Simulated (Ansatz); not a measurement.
SiNi2: space group P6_3/mmc (No. 194), a = 3.805 Å, b = 3.805 Å, c = 4.801 Å, α = 90.00°, β = 90.00°, γ = 120.00°. Source: the geometry relaxed at fixed volume with DFT PBE, scalar-relativistic, plane waves, PAW (Ansatz 0.2.0). Forms under 0.4 % of the area are left out.

Question: Which faces does the BFDH rule predict for this crystal?

Answer: The forms computed, by share of the surface:

```json
{"form": "{100}", "faces": "6", "d (Å)": "3.295", "share of area (%)": "46.9"}
{"form": "{101}", "faces": "12", "d (Å)": "2.717", "share of area (%)": "43.5"}
{"form": "{002}", "faces": "2", "d (Å)": "2.401", "share of area (%)": "9.6"}
```

Widths along a, b and c stand as 1.00 : 1.00 : 1.19.

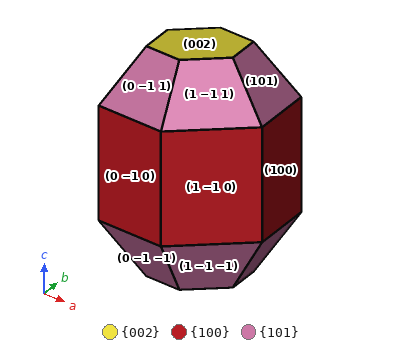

The computed shape, faces indexed. The rule is geometric and ignores bonding and growth conditions.
